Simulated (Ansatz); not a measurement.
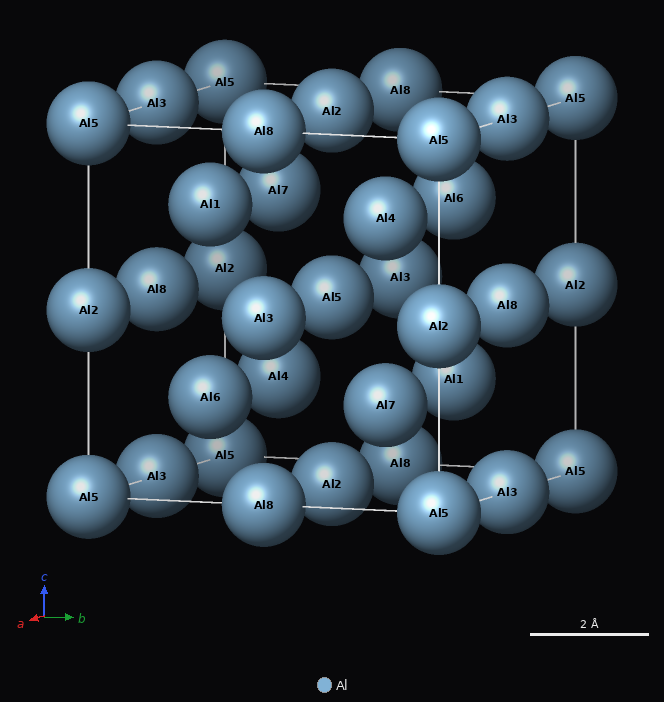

The input geometry of the first run (spheres-only view of the cell 2 times as large as that of the calculation, set on its symmetry axes, seen slightly off an axis; atoms are numbered from 1 in the order of the input). An atom can appear more than once, as a periodic image.

## Two runs on Al

System: Al (8 atoms in the cell).
Method of the first run: DFT r2SCAN, scalar-relativistic, plane waves, PAW, no spin polarisation (Ansatz 0.2.0).

The structure derives from a Materials Project entry. Text and figures count atoms from 1; the logs count them from 0 in places.

**The input, the first run**
```yaml
crystal:
  lattice:
    - [3.1887371512, 3.1887371512, -3.1887371512]
    - [-3.1887371512, -3.1887371512, -3.1887371512]
    - [-3.1887371512, 3.1887371512, 3.1887371512]
  atoms:
    - { symbol: Al, position: [0.0156801886, 0.5156801886, 0.0] }
    - { symbol: Al, position: [0.5, 0.5, 0.0] }
    - { symbol: Al, position: [0.0, 0.5, 0.5] }
    - { symbol: Al, position: [0.5, 0.5, 0.5] }
    - { symbol: Al, position: [0.0, 0.0, 0.0] }
    - { symbol: Al, position: [0.5, 0.0, 0.0] }
    - { symbol: Al, position: [0.0, 0.0, 0.5] }
    - { symbol: Al, position: [0.5, 0.0, 0.5] }
basis:
  ecutwfc: 500
kpoints:
  mp_grid: { grid: [14, 14, 14] }
hamiltonian:
  xc: r2scan
scf:
  occupations: { method: gaussian, width: 0.15 }
output:
  forces: true
  stress: true
  eigenvalues: true
```

Command:
```bash
ansatz run input.yaml --threads 1 --pin off --max-ram 2560MiB --backend cpu --events-out ev --progress --plain --runs-dir out
```

Hardware: 1 thread of Arm Neoverse V1, 24 GiB of memory available, shared host.

**Output, shortened to warnings, some set-up lines, iterations and results (the first run)**
```
Basis set: ecut = 500 eV, 3319 PW (Γ), exchange–correlation on 180×180×180 points (64 copies of the dense FFT grid, shifted against one another)
Symmetry: 8 space group operations
k-points: 244 of 2744 (time reversal used)
Initial density: superposition of atomic densities (neutral atoms: chi_scale 0, normalization atom), corrected by the library's trained network
[...]
SCF iter   1: F=—  HF=-4322.323334 eV  |F-HF|=—  |Δ(HF+E_count)|=         —  Δρ=4.08e-3  dr2=2.43e-2  dr2_τ=3.43e-2  ethr=1.77e-3  ⟨swp⟩=7.4  Hψ=29492  notcnv=0  defer=5
SCF iter   2: F=—  HF=-4322.379411 eV  |F-HF|=—  |Δ(HF+E_count)|=   5.61e-2  Δρ=3.55e-3  dr2=1.83e-2  dr2_τ=4.04e-5  ethr=1.01e-4  ⟨swp⟩=2.0  Hψ=9783  notcnv=0  defer=8
SCF iter   3: F=—  HF=-4322.374509 eV  |F-HF|=—  |Δ(HF+E_count)|=   4.90e-3  Δρ=3.88e-4  dr2=1.56e-4  dr2_τ=1.10e-5  ethr=7.62e-5  ⟨swp⟩=1.0  Hψ=4397  notcnv=0  defer=8
SCF iter   4: F=—  HF=-4322.374596 eV  |F-HF|=—  |Δ(HF+E_count)|=   8.78e-5  Δρ=3.07e-4  dr2=1.39e-4  dr2_τ=1.94e-6  ethr=6.50e-7  ⟨swp⟩=2.0  Hψ=7189  notcnv=0  defer=8
SCF iter   5: F=—  HF=-4322.374525 eV  |F-HF|=—  |Δ(HF+E_count)|=   7.13e-5  Δρ=6.57e-5  dr2=5.26e-6  dr2_τ=1.08e-8  ethr=5.77e-7  ⟨swp⟩=2.0  Hψ=7254  notcnv=0  defer=8
SCF iter   6: F=—  HF=-4322.374532 eV  |F-HF|=—  |Δ(HF+E_count)|=   7.23e-6  Δρ=2.52e-5  dr2=7.96e-7  dr2_τ=1.33e-9  ethr=2.19e-8  ⟨swp⟩=1.0  Hψ=4397  notcnv=0  defer=8
SCF iter   7: F=-4322.374532 eV  HF=-4322.374532 eV  |F-HF|=1.18e-9  |Δ(HF+E_count)|=   6.91e-9  Δρ=5.12e-6  dr2=3.37e-8  dr2_τ=3.88e-11  ethr=4.17e-10  ⟨swp⟩=6.6  Hψ=20582  …
SCF 1 converged in 7 iterations: F = -4322.374532 eV  dr2 = 3.37e-8
SCF converged after 7 iterations
Free energy (F): -4322.374532 eV
Harris-Foulkes:  -4322.374532 eV  (|F-HF|=1.18e-9)
Internal energy: -4322.339583 eV  (E = F + TS)
E sigma→0 (E₀):  -4322.357058 eV
Entropy (-TS):   -0.034950 eV (-4.369 meV/atom)
Fermi energy:    8.169005 eV
--- Per-component energies (eV) ---
  E_band       = 82.010184
  E_kinetic    = 185.389767
  E_local      = 84.564656  (includes V_loc(G=0)·N_el)
  E_nonlocal   = 77.807713
  E_hartree    = 0.743005
  E_xc         = -294.199214
  E_vxc        = -250.036049  (∫ρ·V_xc dr)
  E_paw        = -3784.687414  (= ΣΔE_a)
  E_vpaw       = -27.143358  (= ΣTr[D̂ρ^β])
  E_aug_tail   = -0.000006  (compensation charges beyond the density's cutoff)
  E_vtau       = 9.941393  (kinetic-family band-sum trace: ∫τ·v_τ [+ j·A + Jᵃ·Aᵃ] dr)
  E_ewald      = -591.477226
  E_core_change = -0.480864  (= ΣΔE_core)
  E_smearing   = -0.034950  (= −TS)
  E_closure    = 0.000000  (closes the sum)
  Σ components = -4322.374532   (vs F -4322.374532, Δ=0.00e0)
--- Forces (eV/Å), atoms counted from 1 ---
  atom   1  Al     0.00000000     0.00000000     0.50295714
  atom   2  Al     0.15826454     0.15826454    -0.11541975
  atom   3  Al     0.15826454    -0.15826454    -0.11541975
  atom   4  Al    -0.00000000    -0.00000000    -0.01769911
  atom   5  Al    -0.15826454    -0.15826454    -0.11541975
  atom   6  Al     0.00000000    -0.00000000    -0.00587944
  atom   7  Al    -0.00000000     0.00000000    -0.01769911
  atom   8  Al    -0.15826454     0.15826454    -0.11541975
  max |Σ_I F_I| component: 4.85e-7 eV/Å
--- Stress (GPa, compression-positive) ---
        0.067349      -0.000000      -0.000000
       -0.000000       0.067349       0.000000
       -0.000000      -0.000000      -0.016594
  P = ⅓ Tr σ = 0.0394 GPa (0.394 kbar)
```

The input of the second run differs as follows (lines with − go, lines with + come):
```diff
-    - { symbol: Al, position: [0.0156801886, 0.5156801886, 0.0] }
+    - { symbol: Al, position: [-0.0125441509, 0.4874558491, 0.0] }
+  write_density: true
+  write_potential: true
+  elf: true
+  volumetric_format: npy
```

Predict how the results change.

With the same functional and potentials, the second run lies 1.1 meV per atom lower. The largest force goes from 0.503 to 0.402 eV/Å. The number of SCF iterations is the same.

**Output, shortened to warnings, some set-up lines, iterations and results (the second run)**
```
Basis set: ecut = 500 eV, 3319 PW (Γ), exchange–correlation on 180×180×180 points (64 copies of the dense FFT grid, shifted against one another)
Symmetry: 8 space group operations
k-points: 244 of 2744 (time reversal used)
Initial density: superposition of atomic densities (neutral atoms: chi_scale 0, normalization atom), corrected by the library's trained network
[...]
SCF iter   1: F=—  HF=-4322.332386 eV  |F-HF|=—  |Δ(HF+E_count)|=         —  Δρ=4.08e-3  dr2=2.42e-2  dr2_τ=3.42e-2  ethr=1.77e-3  ⟨swp⟩=7.4  Hψ=29611  notcnv=0  defer=6
SCF iter   2: F=—  HF=-4322.388462 eV  |F-HF|=—  |Δ(HF+E_count)|=   5.61e-2  Δρ=3.55e-3  dr2=1.83e-2  dr2_τ=4.04e-5  ethr=1.01e-4  ⟨swp⟩=2.0  Hψ=9779  notcnv=0  defer=8
SCF iter   3: F=—  HF=-4322.383559 eV  |F-HF|=—  |Δ(HF+E_count)|=   4.90e-3  Δρ=3.87e-4  dr2=1.55e-4  dr2_τ=1.10e-5  ethr=7.61e-5  ⟨swp⟩=1.0  Hψ=4397  notcnv=0  defer=8
SCF iter   4: F=—  HF=-4322.383648 eV  |F-HF|=—  |Δ(HF+E_count)|=   8.91e-5  Δρ=3.08e-4  dr2=1.39e-4  dr2_τ=1.94e-6  ethr=6.45e-7  ⟨swp⟩=2.0  Hψ=7188  notcnv=0  defer=8
SCF iter   5: F=—  HF=-4322.383577 eV  |F-HF|=—  |Δ(HF+E_count)|=   7.18e-5  Δρ=6.56e-5  dr2=5.24e-6  dr2_τ=1.08e-8  ethr=5.80e-7  ⟨swp⟩=2.0  Hψ=7237  notcnv=0  defer=8
SCF iter   6: F=—  HF=-4322.383584 eV  |F-HF|=—  |Δ(HF+E_count)|=   6.93e-6  Δρ=2.54e-5  dr2=8.10e-7  dr2_τ=1.36e-9  ethr=2.18e-8  ⟨swp⟩=1.0  Hψ=4397  notcnv=0  defer=8
SCF iter   7: F=-4322.383584 eV  HF=-4322.383584 eV  |F-HF|=1.16e-9  |Δ(HF+E_count)|=   6.57e-9  Δρ=5.16e-6  dr2=3.42e-8  dr2_τ=3.95e-11  ethr=4.17e-10  ⟨swp⟩=9.6  Hψ=29563  …
SCF 1 converged in 7 iterations: F = -4322.383584 eV  dr2 = 3.42e-8
SCF converged after 7 iterations
Free energy (F): -4322.383584 eV
Harris-Foulkes:  -4322.383584 eV  (|F-HF|=1.16e-9)
Internal energy: -4322.348615 eV  (E = F + TS)
E sigma→0 (E₀):  -4322.366099 eV
Entropy (-TS):   -0.034968 eV (-4.371 meV/atom)
Fermi energy:    8.169470 eV
--- Per-component energies (eV) ---
  E_band       = 82.025820
  E_kinetic    = 185.365405
  E_local      = 84.663124  (includes V_loc(G=0)·N_el)
  E_nonlocal   = 77.793160
  E_hartree    = 0.713435
  E_xc         = -294.192434
  E_vxc        = -250.026184  (∫ρ·V_xc dr)
  E_paw        = -3784.680541  (= ΣΔE_a)
  E_vpaw       = -27.136876  (= ΣTr[D̂ρ^β])
  E_aug_tail   = -0.000006  (compensation charges beyond the density's cutoff)
  E_vtau       = 9.940265  (kinetic-family band-sum trace: ∫τ·v_τ [+ j·A + Jᵃ·Aᵃ] dr)
  E_ewald      = -591.529895
  E_core_change = -0.480864  (= ΣΔE_core)
  E_smearing   = -0.034968  (= −TS)
  E_closure    = -0.000000  (closes the sum)
  Σ components = -4322.383584   (vs F -4322.383584, Δ=0.00e0)
--- Forces (eV/Å), atoms counted from 1 ---
  atom   1  Al    -0.00000000     0.00000000    -0.40218925
  atom   2  Al    -0.12652135    -0.12652135     0.09245783
  atom   3  Al    -0.12652135     0.12652135     0.09245783
  atom   4  Al     0.00000000    -0.00000000     0.01416175
  atom   5  Al     0.12652135     0.12652135     0.09245783
  atom   6  Al    -0.00000000    -0.00000000     0.00403347
  atom   7  Al     0.00000000     0.00000000     0.01416175
  atom   8  Al     0.12652135    -0.12652135     0.09245783
  max |Σ_I F_I| component: 9.66e-7 eV/Å
--- Stress (GPa, compression-positive) ---
        0.021688      -0.000000      -0.000000
       -0.000000       0.021688       0.000000
       -0.000000       0.000000      -0.032203
  P = ⅓ Tr σ = 0.0037 GPa (0.037 kbar)
```

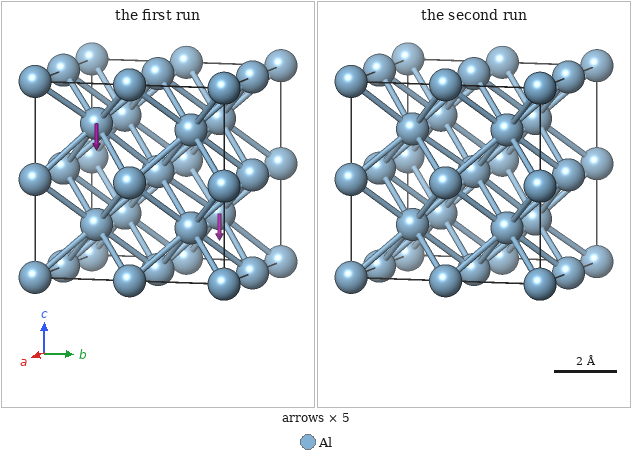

The two input geometries at one scale (ball-and-stick view of the cell 2 times as large as that of the calculation, set on its symmetry axes, seen slightly off an axis). The pink arrows on the first give the shifts of the atoms relative to the cell, magnified 5 times. The largest move is that of an Al atom, 0.18 Å. The cell doesn't change. Among the contacts that change: Al–Al 2.820 → 2.716 Å, Al–Al 2.705 → 2.808 Å.

**The two runs side by side**

| quantity | the first run | the second run |
| --- | --- | --- |
| outcome | converged | converged |
| free energy per atom (eV) | −540.2968 | −540.2979 |
| energy per atom, smearing taken to zero (eV) | −540.2946 | −540.2958 |
| gap on the mesh (eV) | 0.00 | 0.00 |
| pressure (GPa) | 0.04 | 0.00 |
| largest force (eV/Å) | 0.503 | 0.402 |
| SCF iterations | 7 | 7 |
| irreducible k-points | 244 | 244 |
| plane waves at Γ | 3319 | 3319 |
| wall time (shared host) | 98 s | 2.2 min |
